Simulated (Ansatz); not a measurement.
## Pd(111) with 4 layers of random Pd-Mo, 2x2: scattering by chemical disorder

Aim: the residual resistivity of a random alloy, from Pd(111) with 4 layers of random Pd-Mo, 2x2 and longer regions.

Program: Ansatz 0.2.0. Level of theory: Ansatz plane-wave DFT, PBE, PAW files; ballistic transport by layer matching (Landauer), zero bias; PAW set soft_1. Results are calculated unless marked as measured.

## 1. The starting structure

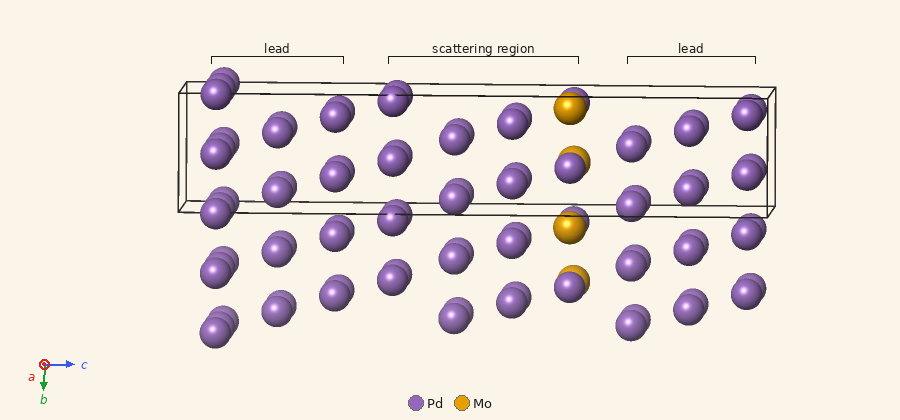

The cell as given, from the side, with the c axis across the page (palladium purple, molybdenum orange). 1×2×1 cells are drawn. Some periodic images of atoms are drawn too.

The cell holds 40 atoms: 38 Pd and 2 Mo. Cell: a = 5.501 Å, b = 5.501 Å, c = 22.514 Å, α = 93.5°, β = 86.5°, γ = 120.0°. It derives from Pd. Regions: lead, 24 atoms (24 Pd); scattering region, 16 atoms (14 Pd and 2 Mo). The structure is stacked along c, and the current runs across the ab planes.

## 2. With 4 alloy layers

In 4 layers a share of 0.125 of the sites is given to Mo at random. The layers about the cell's end stay perfect and serve as the lead. Energies from -0.05 to 0.05 eV in steps of 0.05 eV are too few for the program's thermal sum, so it prints no conductance; for a metal the transmission near the Fermi level serves, at a fraction of the cost.

Input file input.yaml:

```yaml
crystal:
  lattice:
    - [5.5010079149, 0.0, 0.0]
    - [-2.7505039575, 4.7640126007, 0.0]
    - [1.3752519787, -0.7940021001, 22.4577707709]
  atoms:
    - { symbol: Pd, position: [0.9916666667, 0.0083333333, 0.05] }
    - { symbol: Pd, position: [0.9916666667, 0.5083333333, 0.05] }
    - { symbol: Pd, position: [0.4916666667, 0.0083333333, 0.05] }
    - { symbol: Pd, position: [0.4916666667, 0.5083333333, 0.05] }
    - { symbol: Pd, position: [0.1416666667, 0.3583333333, 0.15] }
    - { symbol: Pd, position: [0.1416666667, 0.8583333333, 0.15] }
    - { symbol: Pd, position: [0.6416666667, 0.3583333333, 0.15] }
    - { symbol: Pd, position: [0.6416666667, 0.8583333333, 0.15] }
    - { symbol: Pd, position: [0.2916666667, 0.2083333333, 0.25] }
    - { symbol: Pd, position: [0.2916666667, 0.7083333333, 0.25] }
    - { symbol: Pd, position: [0.7916666667, 0.2083333333, 0.25] }
    - { symbol: Pd, position: [0.7916666667, 0.7083333333, 0.25] }
    - { symbol: Pd, position: [0.9416666667, 0.0583333333, 0.35] }
    - { symbol: Pd, position: [0.9416666667, 0.5583333333, 0.35] }
    - { symbol: Pd, position: [0.4416666667, 0.0583333333, 0.35] }
    - { symbol: Pd, position: [0.4416666667, 0.5583333333, 0.35] }
    - { symbol: Pd, position: [0.0916666667, 0.4083333333, 0.45] }
    - { symbol: Pd, position: [0.0916666667, 0.9083333333, 0.45] }
    - { symbol: Pd, position: [0.5916666667, 0.4083333333, 0.45] }
    - { symbol: Pd, position: [0.5916666667, 0.9083333333, 0.45] }
    - { symbol: Pd, position: [0.2416666667, 0.2583333333, 0.55] }
    - { symbol: Pd, position: [0.2416666667, 0.7583333333, 0.55] }
    - { symbol: Pd, position: [0.7416666667, 0.2583333333, 0.55] }
    - { symbol: Pd, position: [0.7416666667, 0.7583333333, 0.55] }
    - { symbol: Mo, position: [0.8916666667, 0.1083333333, 0.65] }
    - { symbol: Pd, position: [0.8916666667, 0.6083333333, 0.65] }
    - { symbol: Pd, position: [0.3916666667, 0.1083333333, 0.65] }
    - { symbol: Mo, position: [0.3916666667, 0.6083333333, 0.65] }
    - { symbol: Pd, position: [0.0416666667, 0.4583333333, 0.75] }
    - { symbol: Pd, position: [0.0416666667, 0.9583333333, 0.75] }
    - { symbol: Pd, position: [0.5416666667, 0.4583333333, 0.75] }
    - { symbol: Pd, position: [0.5416666667, 0.9583333333, 0.75] }
    - { symbol: Pd, position: [0.1916666667, 0.3083333333, 0.85] }
    - { symbol: Pd, position: [0.1916666667, 0.8083333333, 0.85] }
    - { symbol: Pd, position: [0.6916666667, 0.3083333333, 0.85] }
    - { symbol: Pd, position: [0.6916666667, 0.8083333333, 0.85] }
    - { symbol: Pd, position: [0.8416666667, 0.1583333333, 0.95] }
    - { symbol: Pd, position: [0.8416666667, 0.6583333333, 0.95] }
    - { symbol: Pd, position: [0.3416666667, 0.1583333333, 0.95] }
    - { symbol: Pd, position: [0.3416666667, 0.6583333333, 0.95] }
kpoints:
  mp_grid: { grid: [5, 5, 1] }
hamiltonian:
  xc: pbe
  pseudopotentials: { kind: paw, azcp: { folder: soft_1 } }
scf:
  occupations: { method: fermi_dirac, width: 0.1 }
output:
  transmission:
    leads: [[0, 4]]
    kmesh: [10, 10]
    e_range: [-0.05, 0.05]
    de: 0.05
  write_potential: true
  write_density: true
  volumetric_format: npy
```

Launch:

```sh
$ ansatz run input.yaml --threads 4 --pin off --max-ram 15360MiB --backend cpu --events-out ev --progress --plain --runs-dir out
```

Numbers of over 12 decimals in the logs are rounded to 6 here.

Output:

```text
Engine: ansatz 0.2.0, aarch64-unknown-linux-gnu
Pseudopotentials: kind: paw
Pseudopotential: Pd, paw, valence charge 18, recommended cutoff 420 eV (normal), soft_1/Pd.paw.azcp
Pseudopotential: Mo, paw, valence charge 14, recommended cutoff 420 eV (normal), soft_1/Mo.paw.azcp
Functional definition: PBE
  parameter kappa = 0.804
  parameter beta = 0.066725
  exchange = pbe_x(kappa = kappa, mu = beta*pi^2/3)
  correlation = pbe_c(beta = beta)
Crystal: 40 atoms, lattice volume = 588.548 Å³
Basis set: ecut = 420 eV, 11489 PW (Γ)
Bands: 428, of which v1, the nominal top of the filled ones, is band 356 counted from 1 (355 counted from 0)
Symmetry: 8 space group operations
Space group: P2/m (ITA 10), of the structure as read, at distance tolerance 8.4e-5 Å
k-points: 9 of 25
Non-local potential: Pd, projectors of the file, l = 0: 2, l = 1: 2, l = 2: 2, l = 3: 1
Non-local potential: Mo, projectors of the file, l = 0: 3, l = 1: 2, l = 2: 2, l = 3: 1
PAW form: soft (Blöchl's): semilocal exchange-correlation on the pseudo side does not see the compensation charge
PAW one-centre angular grid: Pd, 590 points (default); XC on 64 Gauss nodes
PAW one-centre angular grid: Mo, 590 points (default); XC on 64 Gauss nodes
Initial density: superposition of atomic densities (chi_scale 0.1, normalization cell, long waves kept (reshape's long-wave potential 0.29 eV rms))
Initial wavefunctions: pseudopotential atomic-orbital guess
Functional: x = pbe(κ = 0.804, μ = 0.219515), c = pbe(β = 0.066725)
SCF iter   1: F=—  HF=-274936.070428 eV  |F-HF|=—  |Δ(HF+E_count)|=         —  Δρ=2.02e-1  dr2=2.20e3  ethr=3.10e-3  ⟨swp⟩=5.1  Hψ=13211  notcnv=0  defer=79
preconditioner: auto → Kerker (q_TF=auto, 2.816 Å⁻¹)  [metal: Δε(μ)=0.010 eV  Ē_g=7.851 eV  σ=0.100 eV  W_gap=0.03  n_scr=240 (ndim 8)  ℏωp=30.3 eV  f_vac=0.000  D(μ)=65.30/eV (n_scr^D=872)]
SCF iter   2: F=—  HF=-274895.257004 eV  |F-HF|=—  |Δ(HF+E_count)|=    4.08e1  Δρ=8.94e-2  dr2=5.68e2  ethr=3.10e-3  ⟨swp⟩=2.1  Hψ=7067  notcnv=0  defer=319
SCF iter   3: F=—  HF=-274884.361419 eV  |F-HF|=—  |Δ(HF+E_count)|=    1.09e1  Δρ=1.81e-2  dr2=3.90e1  ethr=3.10e-3  ⟨swp⟩=2.2  Hψ=6457  notcnv=0  defer=339
SCF iter   4: F=—  HF=-274884.084164 eV  |F-HF|=—  |Δ(HF+E_count)|=   2.77e-1  Δρ=4.81e-3  dr2=3.25e0  ethr=3.10e-3  ⟨swp⟩=1.9  Hψ=4485  notcnv=0  defer=341
SCF iter   5: F=—  HF=-274884.034186 eV  |F-HF|=—  |Δ(HF+E_count)|=   5.00e-2  Δρ=2.32e-3  dr2=8.19e-1  ethr=4.57e-4  ⟨swp⟩=1.1  Hψ=3490  notcnv=0  defer=359
SCF iter   6: F=—  HF=-274884.023620 eV  |F-HF|=—  |Δ(HF+E_count)|=   1.06e-2  Δρ=7.39e-4  dr2=1.85e-2  ethr=1.15e-4  ⟨swp⟩=1.0  Hψ=3489  notcnv=0  defer=359
SCF iter   7: F=—  HF=-274884.023293 eV  |F-HF|=—  |Δ(HF+E_count)|=   3.27e-4  Δρ=2.92e-4  dr2=6.11e-3  ethr=2.59e-6  ⟨swp⟩=1.0  Hψ=3489  notcnv=0  defer=359
SCF iter   8: F=—  HF=-274884.023273 eV  |F-HF|=—  |Δ(HF+E_count)|=   1.99e-5  Δρ=6.28e-5  dr2=7.76e-5  ethr=8.58e-7  ⟨swp⟩=1.0  Hψ=3489  notcnv=0  defer=359
SCF iter   9: F=—  HF=-274884.023312 eV  |F-HF|=—  |Δ(HF+E_count)|=   3.97e-5  Δρ=2.03e-5  dr2=1.48e-5  ethr=1.09e-8  ⟨swp⟩=1.1  Hψ=3812  notcnv=0  defer=363
SCF iter  10: F=—  HF=-274884.023312 eV  |F-HF|=—  |Δ(HF+E_count)|=   1.03e-7  Δρ=6.41e-6  dr2=1.20e-6  ethr=2.08e-9  ⟨swp⟩=1.0  Hψ=3489  notcnv=0  defer=363
SCF iter  11: F=-274884.023312 eV  HF=-274884.023312 eV  |F-HF|=5.69e-8  |Δ(HF+E_count)|=   2.25e-8  Δρ=2.11e-6  dr2=6.48e-8  ethr=1.40e-11  ⟨swp⟩=7.7  Hψ=12101  notcnv=0
SCF 1 converged in 11 iterations: F = -274884.023312 eV  dr2 = 6.48e-8
  greatest PAW one-centre occupation: 0.999 electrons in one spin orbital (limit 2), on the Pd atom at site 34 (counted from 0), in its partial waves of l = 0
transmission: 112 of 1085 steps passed
transmission: 220 of 1085 steps passed
[...]
transmission: 1085 of 1085 steps passed
SCF converged after 11 iterations
Free energy (F): -274884.023312 eV
Harris-Foulkes:  -274884.023312 eV  (|F-HF|=5.69e-8)
Internal energy: -274882.012485 eV  (E = F + TS)
E sigma→0 (E₀):  -274883.017899 eV
Entropy (-TS):   -2.010827 eV (-50.271 meV/atom)
Fermi energy:    19.952447 eV
--- Per-component energies (eV) ---
  E_band       = -5321.581751
  E_kinetic    = 17901.871685
  E_local      = -71916.622109  (includes V_loc(G=0)·N_el)
  E_nonlocal   = 14375.246414
  E_hartree    = 28975.442054
  E_xc         = -5626.510776
  E_vxc        = -7110.716203  (∫ρ·V_xc dr)
  E_paw        = -151230.670521  (= ΣΔE_a)
  E_vpaw       = -16522.240108  (= ΣTr[D̂ρ^β])
  E_aug_tail   = 0.009192  (compensation charges beyond the density's cutoff)
  E_ewald      = -107360.778424
  E_smearing   = -2.010827  (= −TS)
  E_closure    = -0.000000  (closes the sum)
  Σ components = -274884.023312   (vs F -274884.023312, Δ=0.00e0)
--- Band table (eV; the first three rows and the last of 9) ---
  k-point 0: bands = [... 352 lower, 20.0316, 20.0385, 20.0427, 20.0876, 20.0978, 20.1299, 20.1697, 20.1715, ... 68 higher]
  k-point 1: bands = [... 352 lower, 19.8515, 19.8857, 19.9348, 19.9935, 20.0171, 20.0387, 20.1307, 20.1431, ... 68 higher]
  k-point 2: bands = [... 352 lower, 19.8699, 19.8835, 19.8966, 19.9166, 19.9433, 19.9501, 19.9759, 20.0117, ... 68 higher]
  k-point 8: bands = [... 352 lower, 19.8198, 19.8670, 19.8758, 19.9104, 19.9139, 19.9305, 19.9313, 19.9533, ... 68 higher]
--- Transmission ---
  basis      : 235 plane waves across, 35 finite elements along
  points     : 31, standing for a mesh of 10 x 10
  energies   : 3 from -0.050000 to 0.050000 eV about the Fermi level, 0.050000 eV apart; the leads are filled to 0.000000 eV, and channels, transmission and decay are at 0.000000 eV
  crystal 0  : Pd4, at the sites [0, 4], period 2.2458 Å, over 20.21 Å; its Hamiltonian steps by up to 9.0 meV
    offset         : up to 0.0000 Å between an atom of the period and one for which it stands
    channels       : 5.230000e0 a spin
    conductance    : none, the energies end too early or step too widely for 300 K: set another output.transmission.e_range or a lower de, or, where they end at an eighth of basis.ecutwfc, a higher one
  junction   : crystal 0 to crystal 0, 3.79 to 24.01 Å
    transmission   : 1.864536e0 a spin
    conductance    : none, the energies end too early or step too widely for 300 K: set another output.transmission.e_range or a lower de, or, where they end at an eighth of basis.ecutwfc, a higher one
```

Elapsed: 4.1 min, on 4 threads of Arm Neoverse V1, shared host; peak memory 4.7 GiB.

Numbers from this step:

```yaml
free_energy: -274884.0233 eV
energy_at_zero_smearing: -274883.0179 eV
fermi_energy: 19.95 eV
cell_area: 26.21 Å²
transmission_per_spin_nearest_the_fermi_level: 1.865
open_channels_per_spin_nearest_the_fermi_level: 5.23
step_of_the_lead_s_potential: 9 meV
```

Per spin. The transmission, zone mean by energy, zero at the Fermi level:

```tsv
energy (eV)	transmission, zone mean
-0.0500	2.07
0.0000	1.86
0.0500	1.62
```

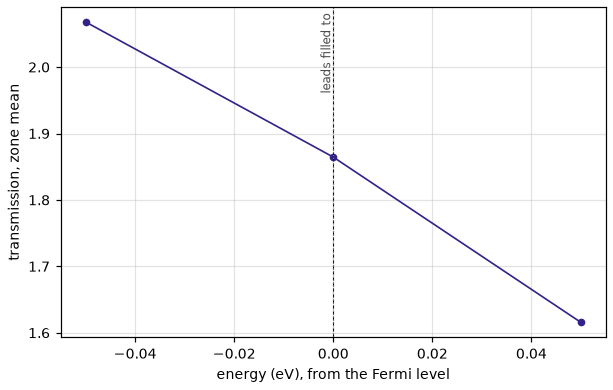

Transmission, zone mean, plotted against energy.

Per spin. Open channels, zone mean, lead against energy, zero at the Fermi level:

```tsv
energy (eV)	open channels, zone mean, lead
-0.0500	6.05
0.0000	5.23
0.0500	4.39
```

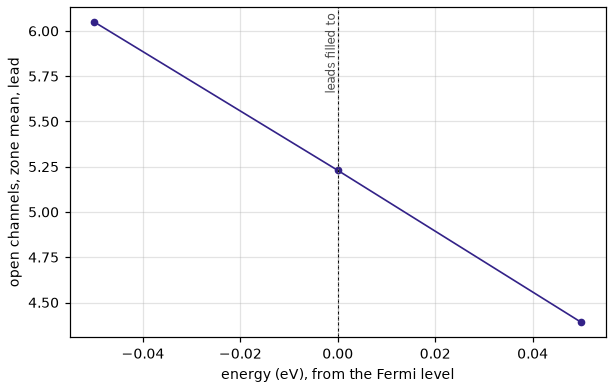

Open channels, zone mean, lead, plotted against energy.

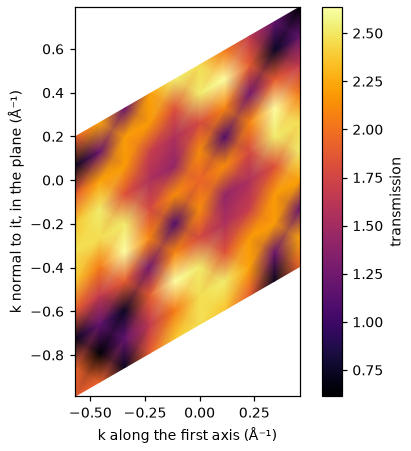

Transmission over k1 and k2. At 0.0000 eV from the Fermi level.

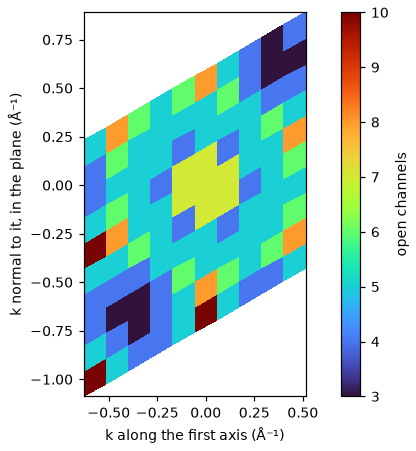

Open channels over k1 and k2. At 0.0000 eV from the Fermi level.

Over the solved energies the transmission per spin lies between 1.62 and 2.07, out of 5.22 channels of the lead on average (up to 6.05).

[end of part 1 of 2]

[Logs are printed without paths, hosts, clocks, repeated set-up lines and the standing remarks that a program may print on its own settings, such as how far it seeks lower states.]

[Hosts, paths, dates, database ids (printed as entryN), source tags and the programs' standing remarks are cut or masked in the printed files.]
